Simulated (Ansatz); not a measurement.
Take the following structure.

```yaml
crystal:
  lattice:
    - [3.17906, 0.00000, 0.00000]
    - [0.00000, 3.17906, 0.00000]
    - [0.00000, 0.00000, 3.17906]
  atoms:
    - { symbol: Ti, position: [0.43709, 0.50000, 0.46854] }
    - { symbol: Al, position: [0.00000, 0.00000, 0.00000] }
```

Characterise the structure given above.

The solid is TiAl. The lattice is primitive monoclinic and the space group Pm (No. 6). The cell comprises 1 formula unit: 1 Ti, 1 Al. Counting atoms within bonding range gives coordination numbers of Ti 6 and Al 6. Not all metal-metal contacts are counted.

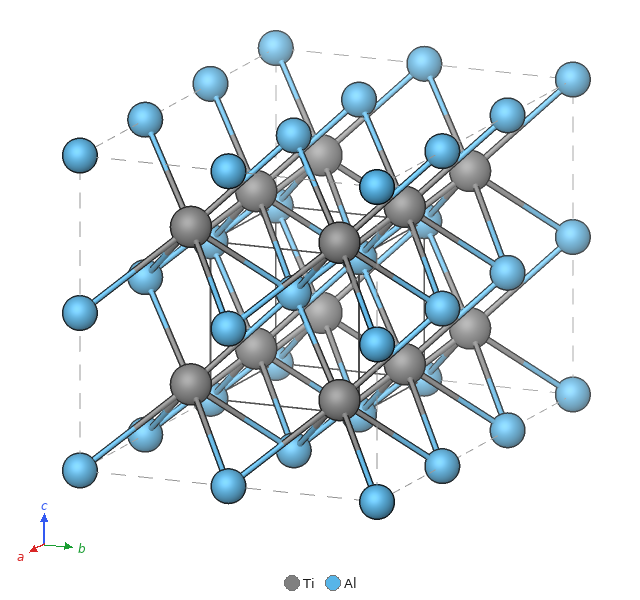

An orthographic ball-and-stick view of the structure, slightly off an axis. One conventional unit cell is drawn solid; the view covers 3×2×2 cells. Colours: titanium grey, aluminium blue.

Starting structure: a structure listed in the Materials Project. The cell was then strained or its atoms displaced on purpose. Ansatz was used for an electronic-structure calculation on it.

At this level of theory the cell isn't at rest (forces up to 1.3 eV/Å), so its distances can differ from those at equilibrium, the more so the softer the solid.
